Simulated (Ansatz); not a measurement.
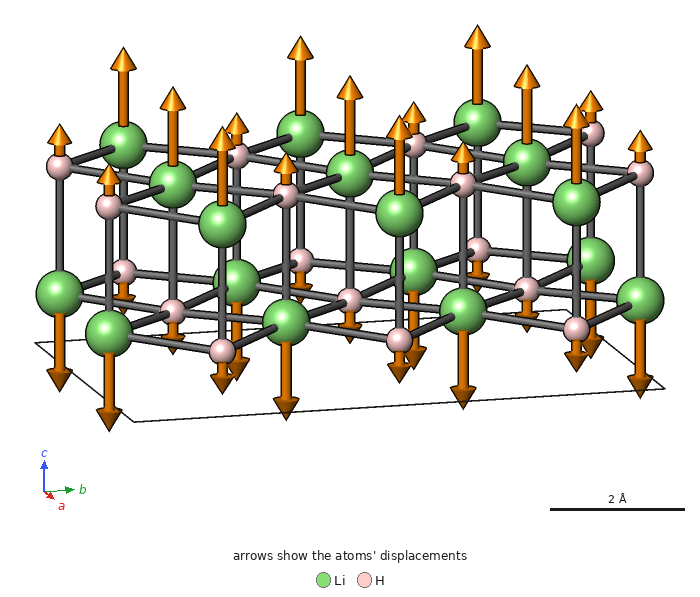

One vibrational mode of a free-standing layer of LiH (a generated structure) at the zone centre. The orange arrows give the relative displacements of the atoms. A ball-and-stick model of the 2 × 3 repeat of the cell, outlined in the plane, without the vacuum, seen slightly off an axis.

Method: Ansatz, DFT PBE, scalar-relativistic, plane waves, PAW.

Input
```yaml
crystal:
  lattice:
    - [2.7616013721, 0.0, 0.0]
    - [0.0, 2.7616013721, 0.0]
    - [0.0, 0.0, 29.13703576]
  atoms:
    - { symbol: Li, position: [0.5, 0.0, 0.2590097353] }
    - { symbol: Li, position: [0.0, 0.5, 0.324440144] }
    - { symbol: H, position: [0.5, 0.0, 0.3264303296] }
    - { symbol: H, position: [0.0, 0.5, 0.2570195498] }
  periodic: [true, true, false]
basis:
  ecutwfc: 420
kpoints:
  mp_grid: { grid: [10, 10, 1] }
hamiltonian:
  xc: pbe
scf:
  occupations: { method: fixed }
output:
  eigenvalues: true
phonons:
  method: dfpt
  eigenvectors: true
  qmesh: [2, 2, 1]
  temperatures: { t_max: 1000, t_step: 100 }
  qpath:
    path:
      - [[0.0, 0.0, 0.0], [0.0, 0.5, 0.0], [0.5, 0.5, 0.0], [0.0, 0.0, 0.0], [0.0, 0.0, 0.5], [0.0, 0.5, 0.5], [0.5, 0.5, 0.5], [0.0, 0.0, 0.5]]
      - [[0.0, 0.5, 0.0], [0.0, 0.5, 0.5]]
      - [[0.5, 0.5, 0.0], [0.5, 0.5, 0.5]]
    npoints: 8
```

Run as
```bash
ansatz run input.yaml --threads 1 --pin off --max-ram 2048MiB --backend cpu --events-out ev --progress --plain --runs-dir out
```

Frequencies are those without the non-analytic (LO–TO) term.

> What mode is this, and where does it lie in the spectrum?

This is the A₁g mode at 365 cm⁻¹, optical level 2 of 6, counted from below, Raman-active by symmetry. All motion is along c of the drawn cell; atoms of one kind move against one another, with no net shift of any sublattice; it stretches the shortest H–Li bonds (1.96 Å); the kinetic energy is shared as Li 98 %, H 2 %.
